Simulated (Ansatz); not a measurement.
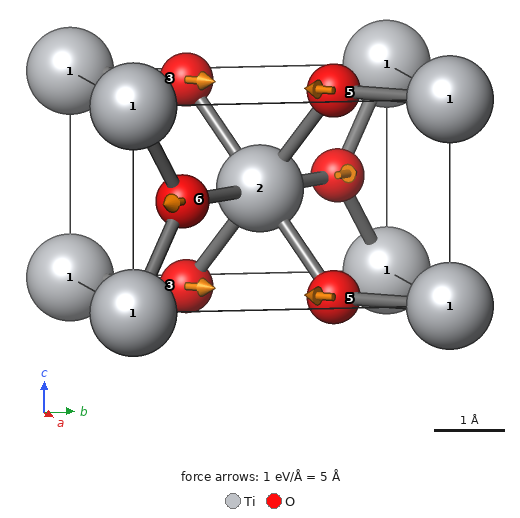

A changed version of a crystal of TiO2 (set up in P4_2/mnm), with the computed forces as orange arrows. Besides, all lengths are scaled by +1.3 % (volume +4.0 %). A ball-and-stick model of the cell of the calculation, seen slightly off an axis.

All numbers below come from DFT, LDA, all-electron PAW with datasets made for the crystal, scalar-relativistic (Ansatz). (plane-wave cutoff 460 eV; k-point mesh 7 × 7 × 10; occupations fermi dirac; smearing width 0.05 eV; no spin polarisation)

Question: How do the forces relate to the distortion?

Answer: The atoms keep their fractional coordinates. No relaxation follows. Among the bonded contacts that change: O–Ti 1.988 → 2.014 Å, O–Ti 1.944 → 1.969 Å. The space group stays P4_2/mnm (No. 136). Energy change: +31.1 meV per atom. The pressure goes from −7.7 to −15.9 GPa. The principal stresses (compression positive) are −19.6 GPa along c and −14.1 GPa across it. The largest forces, 0.1 eV/Å, act on 4 O atoms of the calculation's cell.
